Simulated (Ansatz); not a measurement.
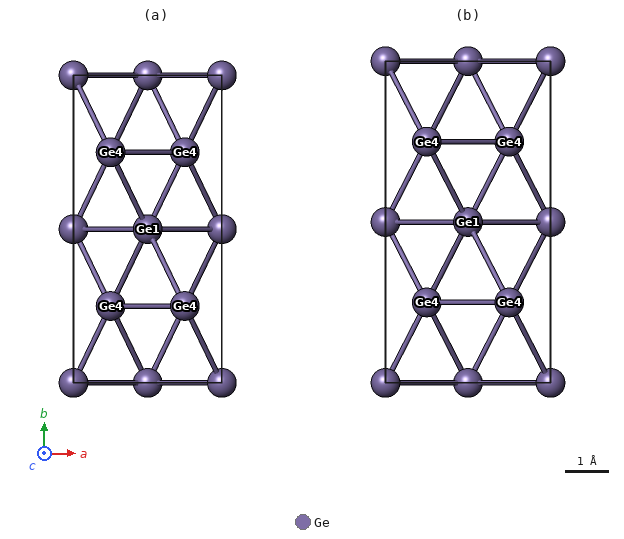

The structure of solid Ge (a generated structure, set up in Fddd) (coarse preliminary run) before (left) and after (right) a relaxation, at one scale.

Style: ball-and-stick. Shown: the conventional cell (4 times the calculation's cell), along the c axis. Lengths and directions refer to the drawn axes.

All numbers below come from DFT PBE, scalar-relativistic, plane waves, PAW in Ansatz 0.2.0.

The input:
```yaml
crystal:
  lattice:
    - [0.0, 3.64293157, 5.87510531]
    - [1.75824377, 0.0, 5.87510531]
    - [1.75824377, 3.64293157, 0.0]
  atoms:
    - { symbol: Ge, position: [0.81733054, 0.81733054, 0.18266946] }
    - { symbol: Ge, position: [0.06733054, 0.06733054, 0.43266946] }
    - { symbol: Ge, position: [0.18266946, 0.18266946, 0.81733054] }
    - { symbol: Ge, position: [0.43266946, 0.43266946, 0.06733054] }
basis:
  ecutwfc: 420
kpoints:
  mp_grid: { grid: [6, 6, 6] }
hamiltonian:
  xc: pbe
scf:
  occupations: { method: gaussian, width: 0.1 }
  lower_state_search: "off"
output:
  forces: true
  stress: true
  eigenvalues: true
relax:
  adjacent_minimum: "off"
  f_tol: 0.04
  max_steps: 70
  cell: { stress_tol: 0.4 }
```

Command:
```bash
ansatz run input.yaml --threads 1 --pin off --max-ram 2560MiB --backend cpu --events-out ev --progress --plain --runs-dir out
```

Describe what moved and what it gained.

Answer. After 4 accepted moves (6 points after the start) the energy has fallen by 170 meV per atom. The largest force component goes from 0.47 to 0.0063 eV/Å. Pressure: 15.22 GPa at the start and 0.04 GPa at the end. The SCF was repeated twice at an unchanged geometry on a basis and grid sized afresh for the cell, which shifted the energy by 2.7 meV per atom at most. The largest moves relative to the cell, 0.016 Å, are those of Ge1, Ge2, Ge3 and Ge4. Ge4 goes along +c. Cell: a 3.516 → 3.910 Å (+11.2 %), b 7.286 → 7.623 Å (+4.6 %), c 11.750 → 11.914 Å (+1.4 %). Volume +18.0 %. Some distances before and after: Ge1–Ge3 2.365 → 2.509 Å, Ge1–Ge4 2.435 → 2.562 Å. Bond angles that change, for instance: Ge4–Ge2–Ge4 96.0° → 102.4°, Ge3–Ge2–Ge4 96.0° → 92.7°. The space group stays Fddd (No. 70).
